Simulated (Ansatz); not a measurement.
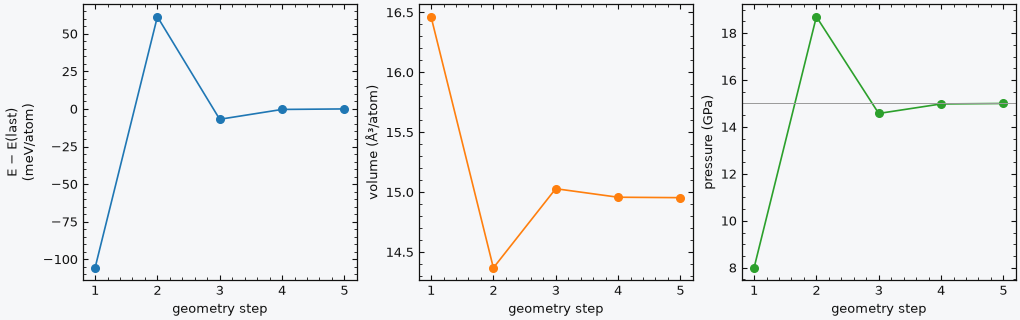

History of a geometry optimisation. Atoms and cell relax. A closing SCF on a freshly chosen basis isn't drawn.

```
crystal:
  lattice:
    - [0.0, 2.5439737187, 2.5439737187]
    - [2.5439737187, 0.0, 2.5439737187]
    - [2.5439737187, 2.5439737187, 0.0]
  atoms:
    - { symbol: Li, position: [0.0, 0.0, 0.0] }
    - { symbol: Br, position: [0.5, 0.5, 0.5] }
basis:
  ecutwfc: 420
kpoints:
  mp_grid: { grid: [8, 8, 8] }
hamiltonian:
  xc: pbesol
scf:
  occupations: { method: fixed }
  algorithm: direct_min
  lower_state_search: "off"
output:
  forces: true
  eigenvalues: true
  stress: true
relax:
  adjacent_minimum: "off"
  f_tol: 0.001
  max_steps: 60
  cell: { stress_tol: 0.02, p_target: 15.0 }
```

Run as:
```bash
ansatz run input.yaml --threads 1 --pin off --max-ram 1228MiB --backend cpu --events-out ev --progress --plain --runs-dir out
```

How did the optimisation end?

The optimisation met its thresholds at geometry 5, counting the start as the first. The energy of the last step lies about 110 meV/atom above the first, with a rise at steps 2 and 4. The target is 15 GPa, so the enthalpy and not the energy is minimised. All forces vanish by symmetry, so only the cell moves.

Was the starting cell too large or too small?

The volume shrinks from 16.5 to 15.0 Å³ per atom (−9 %), overshooting to 14.4 at step 2, as the pressure goes from 8 GPa to about 15 GPa.
